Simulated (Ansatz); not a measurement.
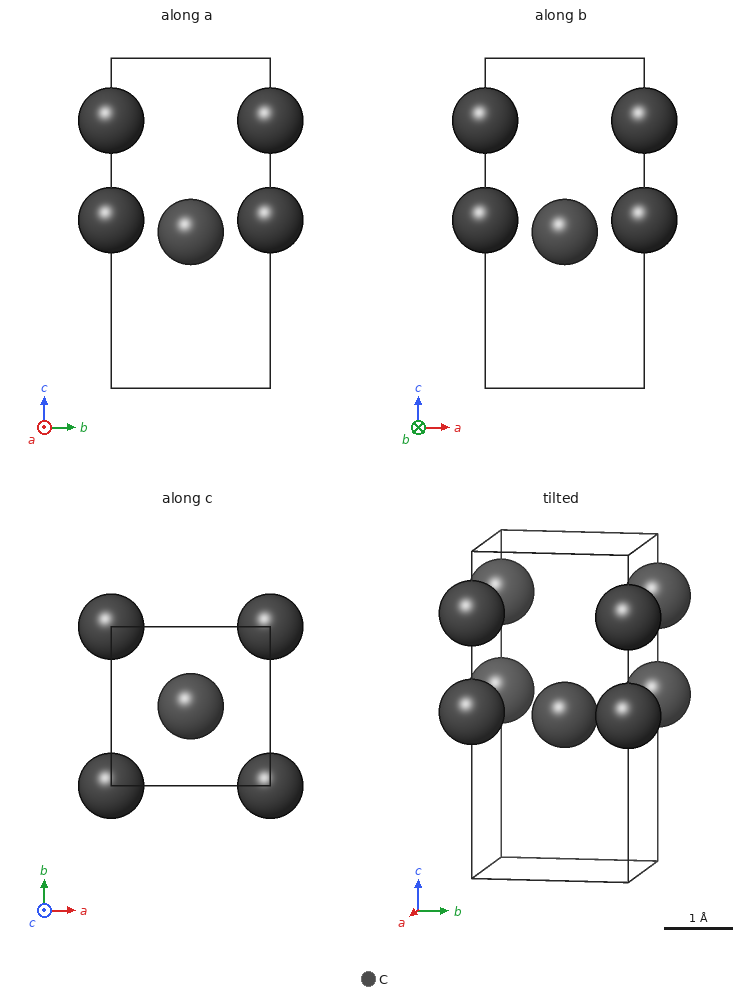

The image is a spheres-only drawing of a crystal, viewed along the a axis, along the b axis, along the c axis and slightly off an axis. Lines trace the edges of the conventional unit cell.

Lattice parameters: a = 2.3485 Å, b = 2.3485 Å, c = 4.8735 Å, α = 90.000°, β = 90.000°, γ = 90.000°.

Record the structure as a CIF with its space group and independent sites, with free fractional coordinates to two decimals.

```cif
data_structure
_symmetry_space_group_name_H-M 'P 4 m m'
_symmetry_Int_Tables_number 99
_cell_length_a 2.3485
_cell_length_b 2.3485
_cell_length_c 4.8735
_cell_angle_alpha 90.000
_cell_angle_beta 90.000
_cell_angle_gamma 90.000
_cell_volume 26.88
loop_
_atom_site_label
_atom_site_type_symbol
_atom_site_symmetry_multiplicity
_atom_site_Wyckoff_symbol
_atom_site_fract_x
_atom_site_fract_y
_atom_site_fract_z
_atom_site_occupancy
C1 C 1 a 0.00 0.00 0.51 1
C2 C 1 a 0.00 0.00 0.81 1
C3 C 1 b 0.50 0.50 0.47 1
```

The cell started as a random cell made by a generator, so it need not be a real form of the element. The picture shows the end point of a geometry optimisation with DFT PBE, scalar-relativistic, plane waves, PAW in Ansatz 0.2.0.
